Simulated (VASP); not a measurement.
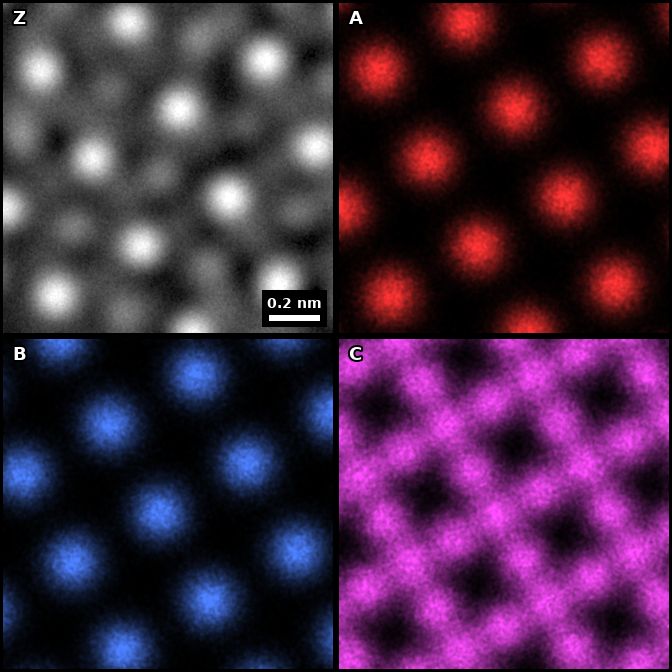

BaTiO3 (P4mm, No. 99) along [100]. Panel Z: The image is simulated as a sum over atoms of Z^1.6, blurred by a 1.30 Å probe (no channelling). The display is stretched by a gamma of 0.65; percentages refer to the linear signal. Shot noise and the speckle of an amorphous layer were added. The other panels are simulated element maps (the number of atoms of one element along the beam, blurred by 1.7 Å, with counting noise; each on its own scale, no channelling). Atomic positions: the end point of a relaxation with VASP Kohn-Sham DFT of a periodic cell, revTPSS, VASP PAW PBE potentials, recommended in VASP.

```cif
data_structure
_symmetry_space_group_name_H-M 'P4mm'
_symmetry_Int_Tables_number 99
_cell_length_a 4.0093
_cell_length_b 4.0093
_cell_length_c 4.0500
_cell_angle_alpha 90.000
_cell_angle_beta 90.000
_cell_angle_gamma 90.000
_cell_volume 65.10
loop_
_atom_site_label
_atom_site_type_symbol
_atom_site_symmetry_multiplicity
_atom_site_Wyckoff_symbol
_atom_site_fract_x
_atom_site_fract_y
_atom_site_fract_z
_atom_site_occupancy
Ba1 Ba 1 a 0.00000 0.00000 0.00292 1
Ti1 Ti 1 b 0.50000 0.50000 0.49008 1
O1 O 2 c 0.00000 0.50000 0.51426 1
O2 O 1 b 0.50000 0.50000 0.02147 1
```

Which element does each lettered map show?

Answer. A: Ba, B: Ti, C: O. The projected cell (4.01 × 4.05 Å, 90°) holds 4 columns: 2 of O, 1 of Ba and 1 of Ti + O. Columns shared by several elements: Ti + O.
